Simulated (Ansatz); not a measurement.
AlN

Input file:

```
crystal:
  lattice:
    - [0.0, 2.1839935596, 2.1839935596]
    - [2.1839935596, 0.0, 2.1839935596]
    - [2.1839935596, 2.1839935596, 0.0]
  atoms:
    - { symbol: Al, position: [0.0, 0.0, 0.0] }
    - { symbol: "N", position: [0.25, 0.25, 0.25] }
hamiltonian:
  xc: revpbe
  pseudopotentials: { kind: paw }
kpoints:
  mp_grid: { grid: [10, 10, 10] }
  band_path:
    path:
      - [[0.0, 0.0, 0.0], [0.5, 0.0, 0.5], [0.5, 0.25, 0.75], [0.375, 0.375, 0.75], [0.0, 0.0, 0.0], [0.5, 0.5, 0.5], [0.625, 0.25, 0.625], [0.5, 0.25, 0.75], [0.5, 0.5, 0.5], [0.375, 0.375, 0.75]]
      - [[0.625, 0.25, 0.625], [0.5, 0.0, 0.5]]
    npoints: 14
scf:
  occupations: { method: fermi_dirac, width: 0.05 }
  n_extra_bands: 6
output:
  forces: true
  stress: true
  eigenvalues: true
  fatbands: false
  write_density: true
  write_potential: true
  elf: true
  volumetric_format: npy
```

Run with:

```sh
ansatz run input.yaml --threads 2 --pin off --max-ram 5120MiB --backend cpu --events-out ev --progress --plain --runs-dir out
```

Below, planes, directions and counts refer to the conventional cell (a = 4.37 Å, b = 4.37 Å, c = 4.37 Å, α = 90.00°, β = 90.00°, γ = 90.00°).

Space group F-43m; a structure from a database of computed crystals, not necessarily the ambient phase; computed pressure about 8 GPa in this cell.

Method: Ansatz, Kohn-Sham DFT of a periodic cell, revPBE, Ansatz PAW.

The density is the valence pseudo-density of a PAW calculation; it isn't the true density close to the nuclei.

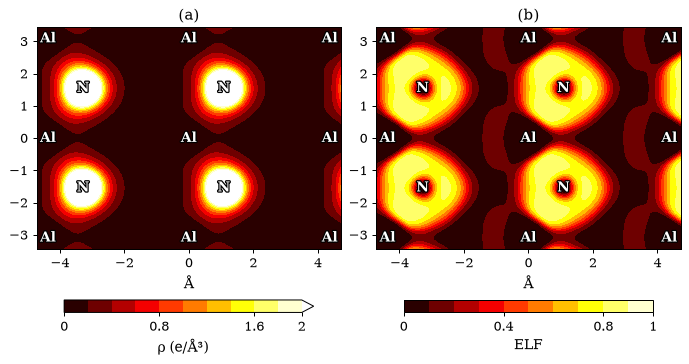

Figure 1. (a) valence pseudo-density; (b) ELF on the (101) plane of the conventional cell.

Question: Describe what can be read from this map.

Answer:
- The plane passes through Al and N nuclei.
- Al–N (1.89 Å): ρ is about 0.68 e/Å³ halfway; the ELF peaks at about 0.90 in the valence shell of N, 0.8 Å from its nucleus, and is about 0.85 at the midpoint.
- Between the atoms the lowest density in this plane is 0.05 e/Å³.

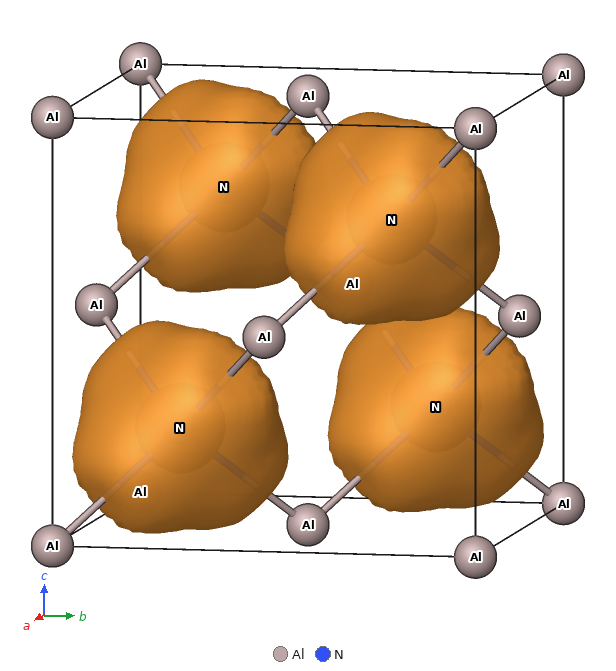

Figure 2. Isosurface of the ELF at 0.7 (orange), seen slightly off an axis. Only the valence region is drawn (cores and ρ < 0.01 e/Å³ removed). Sticks mark near contacts.

Question: Identify the bonds, lone pairs and shells in this picture.

Answer: The ELF exceeds this value in four regions on N in which the atom's valence shell and bonds are merged, counted in one cell of 8 atoms. Regions shared between cells count once.

Question: Does the calculation give a band gap?

Answer: It is gapped, with a Kohn–Sham gap of 3.4 eV on the k-point mesh (the band edges may lie off the mesh, which would make the gap smaller).
